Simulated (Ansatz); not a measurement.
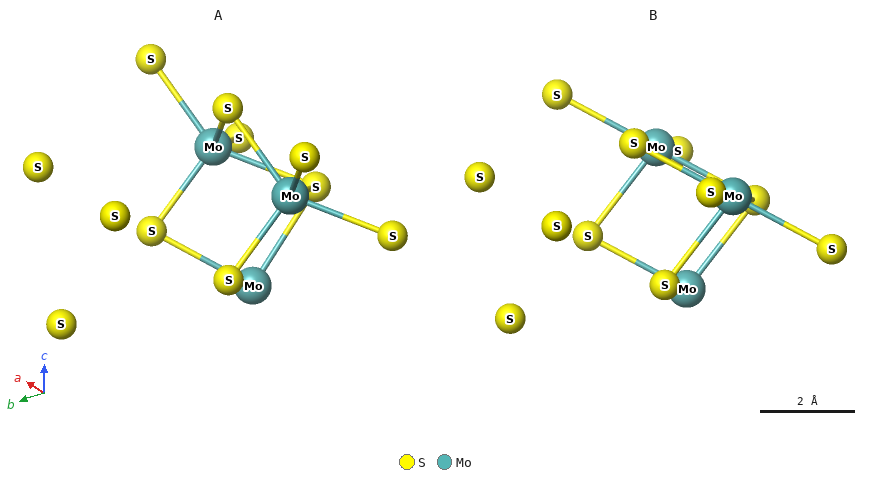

Two geometries of a slab of composition Mo₄S₉ (cut from the R-3m phase), drawn at one scale. One is the start of a relaxation, the other its converged end. The picture is a ball-and-stick view of the atoms within 5.0 Å of the atom that moves most (axes of the 2 × 1 repeat of the cell, outlined in the plane, without the vacuum (origin shifted)), seen from a free direction.

All numbers below come from Ansatz 0.2.0, DFT PBEsol, scalar-relativistic, plane waves, PAW. Set-up: plane-wave cutoff 420 eV; k-point mesh 11 × 3 × 1; occupations gaussian; smearing width 0.1 eV; no spin polarisation; dipole correction; atoms relaxed in a fixed cell; force threshold 0.02 eV/Å; at most 60 steps.

> Which geometry has the lower energy?

Structure A is the relaxed one. Case: (0 2 1) slab, atoms relaxed. The slab is the (0 2 1) face of MoS2. The largest moves relative to the layer's centre, 0.98 Å, are those of S atoms. Largest moves by element: S 0.98 Å, Mo 0.44 Å. The lattice vectors keep their values. Near-neighbour distances that change, for instance: Mo–S 2.410 → 2.247 Å, Mo–S 2.410 → 2.519 Å, Mo–S 2.410 → 2.329 Å, Mo–S 2.410 → 2.469 Å. Among the angles between lasting bonds that change: S–Mo–S 180.0° → 146.7°, S–Mo–S 80.7° → 108.6°, S–Mo–S 99.3° → 87.3°. The energy falls by 4.286 eV per cell of the calculation in 11 geometry steps. Largest force component: 3.1 eV/Å at the start, 0.0055 eV/Å at the end.
